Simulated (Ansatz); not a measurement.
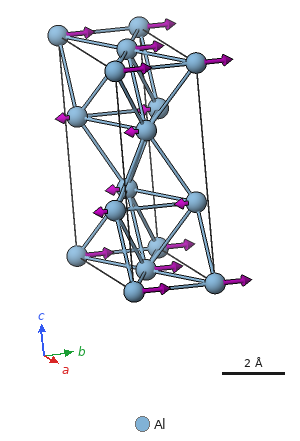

Normal modes of crystalline Al (a generated structure), space group C2/m (No. 12), at the zone centre. The optical levels lie at 110 (×2), 118 (×2), 265, 273 cm⁻¹. One mode is drawn. Displacements are drawn as purple arrows; their common scale and sign are arbitrary. Style: ball-and-stick. Shown: the conventional cell (2 times the calculation's cell), slightly off an axis. Lengths and directions refer to the drawn axes.

The calculation used DFT PBE, scalar-relativistic, plane waves, PAW (Ansatz 0.2.0). Set-up: plane-wave cutoff 420 eV; k-point mesh 18 × 18 × 8; occupations fermi dirac; smearing width 0.15 eV; no spin polarisation.

The frequencies depend somewhat on the k-mesh and the smearing.

### To which level does it belong?

The level at 110 cm⁻¹. This is a doubly degenerate mode (one member of the set is drawn), the lowest optical level. The Al (2a) sublattice moves against the Al (4i) sublattice, along b.
